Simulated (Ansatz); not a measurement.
System: CuNi4.

```xyz
10
Lattice="5.5968 0.0000 0.0000 0.0000 -5.5968 0.0000 0.0000 0.0000 -3.5367" Properties=species:S:1:pos:R:3 pbc="T T T"
Cu    2.7984   -2.7984   -1.7683
Cu    0.0000    0.0000    0.0000
Ni    1.1095   -3.3553    0.0000
Ni    3.9079   -0.5569   -1.7683
Ni    5.0399   -3.9079   -1.7683
Ni    2.2415   -1.1095    0.0000
Ni    0.5569   -1.6889   -1.7683
Ni    3.3553   -4.4873    0.0000
Ni    1.6889   -5.0399   -1.7683
Ni    4.4873   -2.2415    0.0000
```

Space group I4/m; a structure generated by program, which may or may not match a known phase; computed without spin polarisation.

Theory: DFT PBE, scalar-relativistic, plane waves, PAW in Ansatz.

What will maps of the valence pseudo-density and electron localisation function show?

Cu–Ni (2.50 Å): the density is about 0.3 e/Å³ at the midpoint; the ELF is about 0.20 at the midpoint; no shared electron pair shows on this line.

Does the calculation give a band gap?

It is gapless in this calculation (a metal or semimetal).

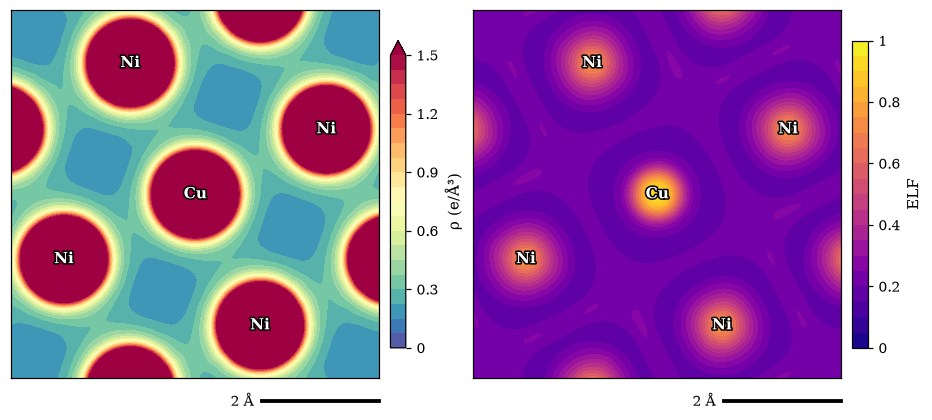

Computed valence pseudo-density and electron localisation function on the (001) plane of the conventional cell, in this order. 

Core electrons are frozen (PAW), and the valence fields are smoothed inside the atomic spheres.
